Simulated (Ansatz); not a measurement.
Read the following structure.

```
CELL_PARAMETERS angstrom
3.03115 0.00000 0.00000
0.00000 3.03115 0.00000
0.00000 0.00000 14.06020
ATOMIC_POSITIONS crystal
Al 0.00000 0.00000 0.00000
Al 0.50000 0.50000 0.30514
Al 0.00000 0.00000 0.19486
Ru 0.50000 0.50000 0.10563
Ru 0.00000 0.00000 0.39437
Al 0.50000 0.50000 0.50000
Al 0.00000 0.00000 0.80514
Al 0.50000 0.50000 0.69486
Ru 0.00000 0.00000 0.60563
Ru 0.50000 0.50000 0.89437
```

Question: Interpret the file: composition, symmetry and coordination.

Answer: The structure is one of Al3Ru2. Space group I4/mmm (No. 139), lattice body-centred tetragonal. Counting shared atoms by their share gives 6 Al, 4 Ru, or 10 atoms.

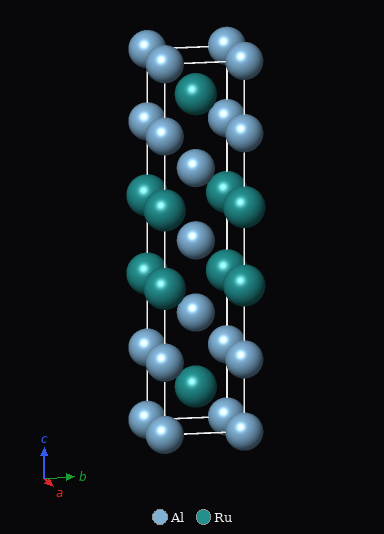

Spheres-only model, viewed slightly off an axis. Atoms at the boundary of the conventional unit cell (the box) are drawn once for each face, edge or corner they touch.

Origin of the cell: a structure listed in the Materials Project. The cell was then strained or its atoms displaced on purpose. The atoms were relaxed in a fixed cell with DFT r2SCAN, scalar-relativistic, plane waves, PAW in Ansatz.

At this level of theory the run's own cell isn't at rest (compressed, at 10 GPa), so its distances can differ from those at equilibrium, the more so the softer the solid.
